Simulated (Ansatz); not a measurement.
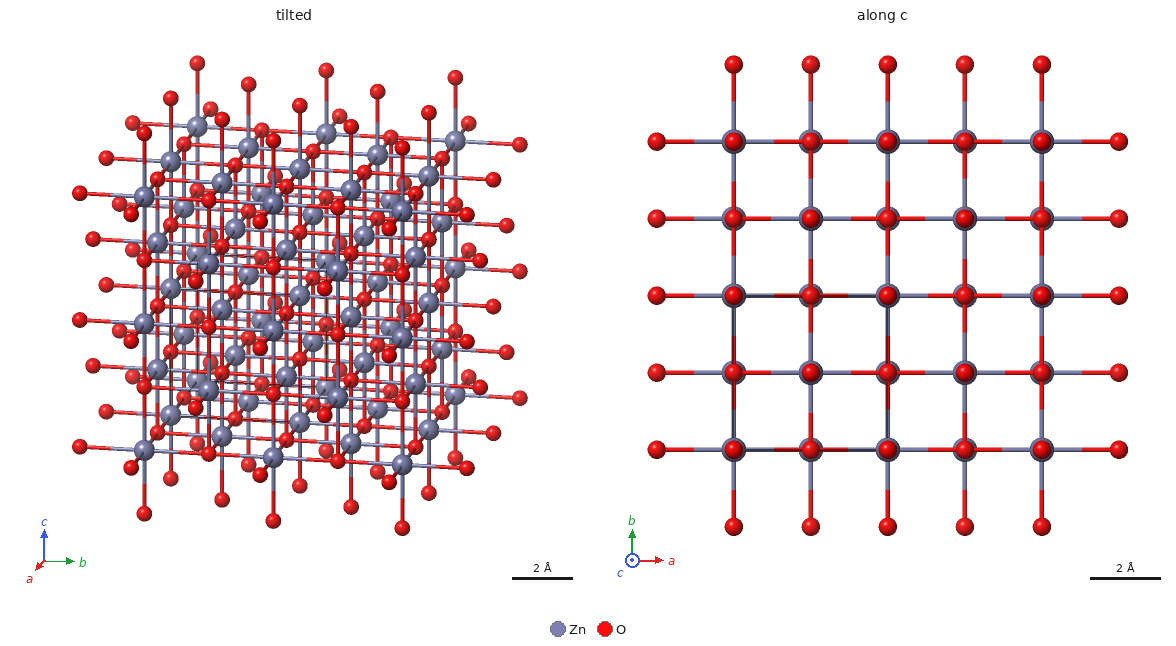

An orthographic ball-and-stick view of the structure, slightly off an axis and along the c axis. A block of 2×2×2 cells is shown, with one conventional unit cell in solid outline. A few atoms beyond the faces are included.

ZnO, space group Fm-3m (No. 225), a = 4.45 Å, b = 4.45 Å, c = 4.45 Å, α = 90.00°, β = 90.00°, γ = 90.00°.

Results below were computed with Ansatz, DFT LDA, scalar-relativistic, plane waves, PAW; the settings were an energy cutoff of 420 eV, k-points about 0.20 Å⁻¹ apart, Gaussian smearing of 0.05 eV, no spin polarisation.

Question: Is it conducting or gapped at this level?

Answer: A semiconductor at this level, with a gap of 0.36 eV on the k-mesh (the true edges may lie between mesh points, so the gap can be somewhat smaller).

Question: Which way would the volume go on relaxing?

Answer: The computed pressure is -23.3 GPa (stretched: it would shrink).

The model was built from a structure listed in the Materials Project. The cell was then strained or its atoms displaced on purpose. It was the input of a calculation with Ansatz.

At this level of theory the cell isn't at rest (stretched, at -23 GPa), so its distances can differ from those at equilibrium, the more so the softer the solid.
